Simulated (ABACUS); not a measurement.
# Run report: GaAs, single-point calculation (part 1 of 2)

- system: GaAs (2 atoms in the cell)
- method: Kohn-Sham DFT of a periodic cell, PBEsol, PseudoDojo NC SR 0.4.1 PBEsol standard, no spin polarisation (ABACUS 3.10.1)

The structure derives from an entry of the Crystallography Open Database.

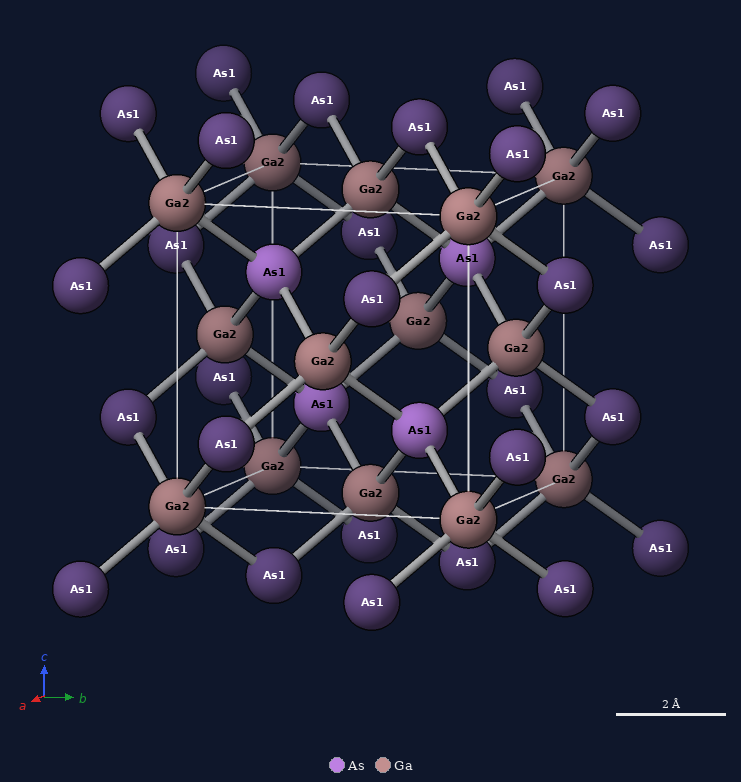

Fig. 1: The input geometry (ball-and-stick view of the cell 4 times as large as that of the calculation, set on its symmetry axes, seen slightly off an axis; neighbours outside the cell are drawn fainter; atoms are numbered from 1 in the order of the input). An atom can appear more than once, as a periodic image. Near neighbours in the periodic cell (some may lie outside the picture): As has 4 Ga at 2.45 Å; Ga has 4 As at 2.45 Å.

### The input
```
INPUT_PARAMETERS
suffix              GaAs
calculation         scf
basis_type          pw
pseudo_dir          ./
symmetry            1
dft_functional      pbesol
ecutwfc             84
pseudo_rcut         7
nspin               1
nbands              18
ks_solver           dav
smearing_method     fd
smearing_sigma      0.00367493
scf_thr             1e-08
scf_nmax            100
mixing_type         broyden
mixing_beta         0.7
cal_force           1
cal_stress          1
out_chg             1
out_pot             2
out_elf             1
```

### File STRU
```
ATOMIC_SPECIES
As 74.9216 As.upf
Ga 69.7230 Ga.upf

LATTICE_CONSTANT
1.8897261246

LATTICE_VECTORS
0.0000000000 2.8268500000 2.8268500000
2.8268500000 0.0000000000 2.8268500000
2.8268500000 2.8268500000 0.0000000000

ATOMIC_POSITIONS
Direct

As
0.0
1
0.7500000000 0.7500000000 0.7500000000 1 1 1

Ga
0.0
1
0.0000000000 0.0000000000 0.0000000000 1 1 1
```

### File KPT
```
K_POINTS
0
Gamma
8 8 8 0 0 0
```

Run as:
```bash
OMP_NUM_THREADS=1 mpirun -np 4 abacus > log
```

### The program's output
```
ABACUS v3.10.1

               Atomic-orbital Based Ab-initio Computation at UStc

 ------------------------------------------------------------------------------------

 READING GENERAL INFORMATION
                           global_out_dir = OUT.GaAs/
                           global_in_card = INPUT
                               pseudo_dir = ./
                              orbital_dir =
                                    DSIZE = 4
                                    GSIZE = 1

 READING UNITCELL INFORMATION
                                    ntype = 2
                  lattice constant (Bohr) = 1.88973
              lattice constant (Angstrom) = 1

 READING ATOM TYPE 1
                               atom label = As
                      L=0, number of zeta = 1
                      L=1, number of zeta = 1
                      L=2, number of zeta = 1
             number of atom for this type = 1

 READING ATOM TYPE 2
                               atom label = Ga
                      L=0, number of zeta = 1
                      L=1, number of zeta = 1
                      L=2, number of zeta = 1
             number of atom for this type = 1

                        TOTAL ATOM NUMBER = 2
DIRECT COORDINATES
    atom                   x                   y                   z     mag                  vx                  vy                  vz
taud_As1            0.7500000000        0.7500000000        0.7500000000  0.0000        0.0000000000        0.0000000000        0.0000000000
taud_Ga1            0.0000000000        0.0000000000        0.0000000000  0.0000        0.0000000000        0.0000000000        0.0000000000

                          Volume (Bohr^3) = 304.884
                             Volume (A^3) = 45.1791

 Lattice vectors: (Cartesian coordinate: in unit of a_0)
                   +0            +2.82685            +2.82685
             +2.82685                  +0            +2.82685
             +2.82685            +2.82685                  +0
 Reciprocal vectors: (Cartesian coordinate: in unit of 2 pi/a_0)
            -0.176875           +0.176875           +0.176875
            +0.176875           -0.176875           +0.176875
            +0.176875           +0.176875           -0.176875
 The esolver type has been set to : ksdft_pw

                PAO radial cut off (Bohr) = 7

 Read in pseudopotential file is As.upf
                     pseudopotential type = NC
          exchange-correlation functional = PBESOL
                 nonlocal core correction = 1
                        valence electrons = 15
                                     lmax = 2
                           number of zeta = 3
                     number of projectors = 6
                           L of projector = 0
                           L of projector = 0
                           L of projector = 1
                           L of projector = 1
                           L of projector = 2
                           L of projector = 2
                PAO radial cut off (Bohr) = 7

 Read in pseudopotential file is Ga.upf
                     pseudopotential type = NC
          exchange-correlation functional = PBESOL
                 nonlocal core correction = 1
                        valence electrons = 13
                                     lmax = 2
                           number of zeta = 3
                     number of projectors = 6
                           L of projector = 0
                           L of projector = 0
                           L of projector = 1
                           L of projector = 1
                           L of projector = 2
                           L of projector = 2
     initial pseudo atomic orbital number = 18

 SETUP THE ELECTRONS NUMBER
            electron number of element As = 15
      total electron number of element As = 15
            electron number of element Ga = 13
      total electron number of element Ga = 13
            AUTOSET number of electrons:  = 28
                           occupied bands = 14
                                   NBANDS = 18
                                   NLOCAL = 18

%%%%%%%%%%%%%%%%%%%%%%%%%%%%%%%%%%%%%%%%%%%%%%%%%%%%%%%%%%%%%%%%%%%%%%%%%%%%%%%%%%%%%%%%%%%%%%%%%%%%%%%%%%
 Warning: the number of valence electrons in pseudopotential > 5 for As: [Ar] 3d10 4s2 4p3
 Warning: the number of valence electrons in pseudopotential > 3 for Ga: [Ar] 3d10 4s2 4p1
 Pseudopotentials with additional electrons can yield (more) accurate outcomes, but may be less efficient.
 If you're confident that your chosen pseudopotential is appropriate, you can safely ignore this warning.
%%%%%%%%%%%%%%%%%%%%%%%%%%%%%%%%%%%%%%%%%%%%%%%%%%%%%%%%%%%%%%%%%%%%%%%%%%%%%%%%%%%%%%%%%%%%%%%%%%%%%%%%%%

 SETUP THE PLANE WAVE BASIS
 energy cutoff for charge/potential (unit:Ry) = 336
            fft grid for charge/potential = [ 45, 45, 45 ]
                        fft grid division = [ 1, 1, 1 ]
        big fft grid for charge/potential = [ 45, 45, 45 ]
                                     nbxx = 24300
                                     nrxx = 24300

 SETUP PLANE WAVES FOR CHARGE/POTENTIAL
                    number of plane waves = 31775
                         number of sticks = 1333

 PARALLEL PW FOR CHARGE/POTENTIAL
     PROC   COLUMNS(POT)             PW
        1            334           7944
        2            333           7944
        3            333           7944
        4            333           7943
 --------------- sum -------------------
        4           1333          31775
                            number of |g| = 321
                                  max |g| = 30.3776
                                  min |g| = 0.0938546

----------- Double Check Mixing Parameters Begin ------------
mixing_type: broyden
mixing_beta: 0.7
mixing_gg0: 1
mixing_gg0_min: 0.1
mixing_ndim: 8
----------- Double Check Mixing Parameters End ------------

 LATTICE VECTORS: (CARTESIAN COORDINATE: IN UNIT OF A0)
                   +0            +2.82685            +2.82685
             +2.82685                  +0            +2.82685
             +2.82685            +2.82685                  +0
                       right hand lattice = 1
                                   NORM_A = 3.99777
                                   NORM_B = 3.99777
                                   NORM_C = 3.99777
                           ALPHA (DEGREE) = 60
                           BETA  (DEGREE) = 60
                           GAMMA (DEGREE) = 60

 The lattice vectors have been changed (STRU_SIMPLE.cif)

(for optimal symmetric configuration:)
                             BRAVAIS TYPE = 3
                     BRAVAIS LATTICE NAME = 03. Cubic F (face-centered)
                                    ibrav = 3
                                    IBRAV = 3
                                  BRAVAIS = FACE CENTERED CUBIC
                       LATTICE CONSTANT A = 5.6537
Original cell was already a primitive cell.
                        ROTATION MATRICES = 48
              PURE POINT GROUP OPERATIONS = 24
                   SPACE GROUP OPERATIONS = 24
                                       C2 = 3
                                       C3 = 8
                                       C4 = 0
                                       C6 = 0
                                       S1 = 6
                                       S3 = 0
                                       S4 = 6
                                       S6 = 0
                              POINT GROUP = T_d
                                       C2 = 3
                                       C3 = 8
                                       C4 = 0
                                       C6 = 0
                                       S1 = 6
                                       S3 = 0
                                       S4 = 6
                                       S6 = 0
               POINT GROUP IN SPACE GROUP = T_d

 SETUP K-POINTS
                                    nspin = 1
                   Input type of k points = Monkhorst-Pack(Gamma)
                                   nkstot = 512
                       right hand lattice = 1
(for reciprocal lattice: )
                             BRAVAIS TYPE = 2
                     BRAVAIS LATTICE NAME = 02. Cubic I (body-centered)
                                    ibrav = 2
                       right hand lattice = 1
(for k-lattice: )
                             BRAVAIS TYPE = 2
                     BRAVAIS LATTICE NAME = 02. Cubic I (body-centered)
                                    ibrav = 2
                       right hand lattice = 1
                        ROTATION MATRICES = 48
                               nkstot_ibz = 29
K-POINTS REDUCTION ACCORDING TO SYMMETRY
     IBZ    DIRECT_X    DIRECT_Y    DIRECT_Z  WEIGHT  ibz2bz
       1  0.00000000  0.00000000  0.00000000  0.0020       0
       2  0.12500000  0.12500000  0.12500000  0.0156       1
       3  0.25000000  0.25000000  0.25000000  0.0156       2
       4  0.37500000  0.37500000  0.37500000  0.0156       3
       5  0.50000000  0.50000000  0.50000000  0.0078       4
       6  0.12500000  0.12500000  0.00000000  0.0117       9
       7  0.25000000  0.25000000  0.12500000  0.0469      10
       8  0.37500000  0.37500000  0.25000000  0.0469      11
       9  0.50000000  0.50000000  0.37500000  0.0469      12
      10  0.50000000  0.37500000  0.37500000  0.0469      13
      11  0.37500000  0.25000000  0.25000000  0.0469      14
      12  0.12500000  0.12500000  0.25000000  0.0234      15
      13  0.25000000  0.25000000  0.00000000  0.0117      18
      14  0.37500000  0.37500000  0.12500000  0.0469      19
      15  0.50000000  0.50000000  0.25000000  0.0469      20
      16 -0.37500000  0.37500000  0.37500000  0.0469      21
      17  0.50000000  0.25000000  0.25000000  0.0234      22
      18  0.37500000  0.37500000  0.00000000  0.0117      27
      19  0.50000000  0.50000000  0.12500000  0.0469      28
      20 -0.25000000  0.37500000  0.37500000  0.0234      29
      21  0.50000000  0.50000000  0.00000000  0.0059      36
      22  0.37500000  0.25000000  0.12500000  0.0469      83
      23  0.50000000  0.37500000  0.25000000  0.0938      84
      24  0.50000000  0.37500000 -0.37500000  0.0469      85
      25  0.50000000  0.37500000  0.12500000  0.0469      92
      26  0.50000000  0.37500000 -0.25000000  0.0938      93
      27 -0.37500000  0.37500000  0.25000000  0.0469      94
      28 -0.12500000  0.50000000  0.37500000  0.0234     101
      29  0.50000000  0.25000000 -0.25000000  0.0117     166

                               nkstot now = 29
[... K-POINTS DIRECT COORDINATES: 29 rows ...]

           k-point number in this process = 29
       minimum distributed K point number = 29
[... stars of the k points ...]

[... K-POINTS CARTESIAN COORDINATES: 29 rows ...]

[... K-POINTS DIRECT COORDINATES: 29 rows ...]

 SETUP PLANE WAVES FOR WAVE FUNCTIONS
     energy cutoff for wavefunc (unit:Ry) = 84
              fft grid for wave functions = [ 45, 45, 45 ]
                    number of plane waves = 5029
                         number of sticks = 379

 PARALLEL PW FOR WAVE FUNCTIONS
     PROC   COLUMNS(POT)             PW
        1             94           1255
        2             95           1258
        3             95           1258
        4             95           1258
 --------------- sum -------------------
        4            379           5029

 SETUP NONLOCAL PSEUDOPOTENTIALS IN PLANE WAVE BASIS
 As non-local projectors:
 projector 1 L=0
 projector 2 L=0
 projector 3 L=1
 projector 4 L=1
 projector 5 L=2
 projector 6 L=2
 Ga non-local projectors:
 projector 1 L=0
 projector 2 L=0
 projector 3 L=1
 projector 4 L=1
 projector 5 L=2
 projector 6 L=2
      TOTAL NUMBER OF NONLOCAL PROJECTORS = 36

 Init Non-Local PseudoPotential table :
 Init Non-Local-Pseudopotential done.

                                     npwx = 1030

 Make real space PAO into reciprocal space.
       max mesh points in Pseudopotential = 701
     dq(describe PAO in reciprocal space) = 0.01
                                    max q = 1104

 number of pseudo atomic orbitals for As is 3
WARNING: norm of atomic wavefunction # 2 of atomic type As is 0.99998, renormalized
WARNING: norm of atomic wavefunction # 3 of atomic type As is 0.998504, renormalized

 number of pseudo atomic orbitals for Ga is 3
WARNING: norm of atomic wavefunction # 2 of atomic type Ga is 0.999668, renormalized
WARNING: norm of atomic wavefunction # 3 of atomic type Ga is 0.985171, renormalized

 -------------------------------------------
 SELF-CONSISTENT
 -------------------------------------------
                                 init_chg = atomic
```
